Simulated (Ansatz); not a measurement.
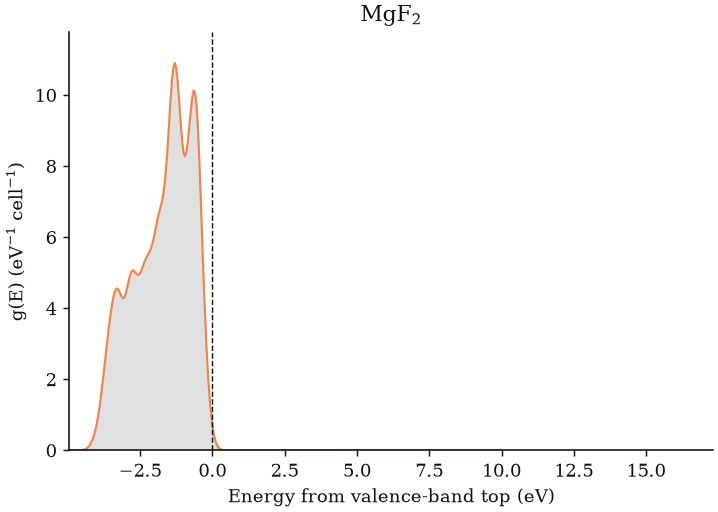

Density of states. Energies are counted from the top of the valence band. The curve is built from the levels of the k mesh with Gaussians 0.4 eV wide, which also blur the band edges.

Structure: MgF$_{2}$, space group P4_2/mnm, 6 atoms in the cell; a = 4.62 Å, b = 4.62 Å, c = 3.05 Å, α = 90.00°, β = 90.00°, γ = 90.00°.

Computed with Ansatz: DFT, PBE0, plane waves, PAW, no spin polarisation, 4×4×6 k mesh, 420 eV cutoff.

> Metal or insulator, going by the density of states?

There is a gap; over the k points computed it is 10.24 eV (direct among those points).

> How wide is the upper valence band?

The upper group of valence states starts about 4.2 eV under the valence-band top, with a gap beneath it; it holds about 24 electrons a cell.
